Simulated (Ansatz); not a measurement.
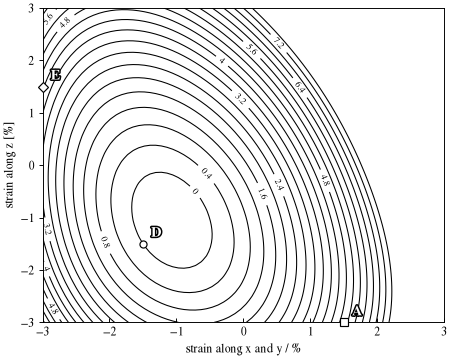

NaI (Fm-3m, No. 225; 2 atoms in the cell). The cell is strained homogeneously, by one strain along x and y and another along z, with fractional coordinates fixed (x, y and z along the cube axes). Coordinates scanned: (1) strain along x and y; (2) strain along z. The grid has 5 × 5 points. Energies: meV/atom, counted from the lowest grid point. The reference cell is the one listed in the database, not relaxed at this level. Level of theory: DFT PBEsol, scalar-relativistic, plane waves, PAW (Ansatz). Settings: cutoff 420 eV, k-mesh 6×6×6, gaussian smearing 0.05 eV, no spin polarisation.

Drawn: contour lines labelled in meV/atom (none above 7.6), lettered points. Between grid points the surface is interpolated.

**Rank the lettered points by energy, lowest first.**

D (0.0 meV/atom), E (4.1 meV/atom), A (5.0 meV/atom).
